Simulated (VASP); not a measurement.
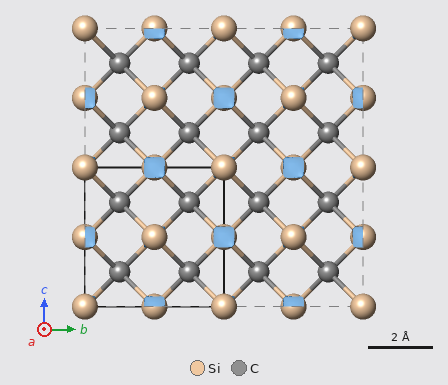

The blue surface encloses the points that the centre of a probe sphere of radius 0.75 Å can occupy in SiC (F-43m, No. 216), computed on a grid of about 0.12 Å (2×2×2 cells shown, view along the a axis; pale faces close the region where the box cuts it).

Atoms are hard spheres with covalent radii (Cordero): Si 1.11 Å, C 0.76 Å.

Origin of the cell: an entry of the Crystallography Open Database, as set up for an electronic-structure calculation.

```
Si C
1.0
     4.35800    0.00000    0.00000
     0.00000    4.35800    0.00000
     0.00000    0.00000    4.35800
Si C
4 4
Direct
  0.00000 0.00000 0.00000
  0.00000 0.50000 0.50000
  0.50000 0.00000 0.50000
  0.50000 0.50000 0.00000
  0.25000 0.25000 0.25000
  0.25000 0.75000 0.75000
  0.75000 0.25000 0.75000
  0.75000 0.75000 0.25000
```

### Do these regions connect?

They are isolated pockets that do not connect across cells.

### What share of the cell can the probe's centre reach?

About 1.3 % of the volume (1.1 Å³ of 82.8 Å³).

### Give the largest included and the largest free sphere.

The largest sphere that fits anywhere has a diameter of 2.14 Å; the largest that can travel through the crystal, about 1.3 Å.

### How does the connectivity change as the probe shrinks?

Below a radius of about 0.67 Å the space forms a three-dimensional network. These are grid estimates, good to about 0.05 Å.
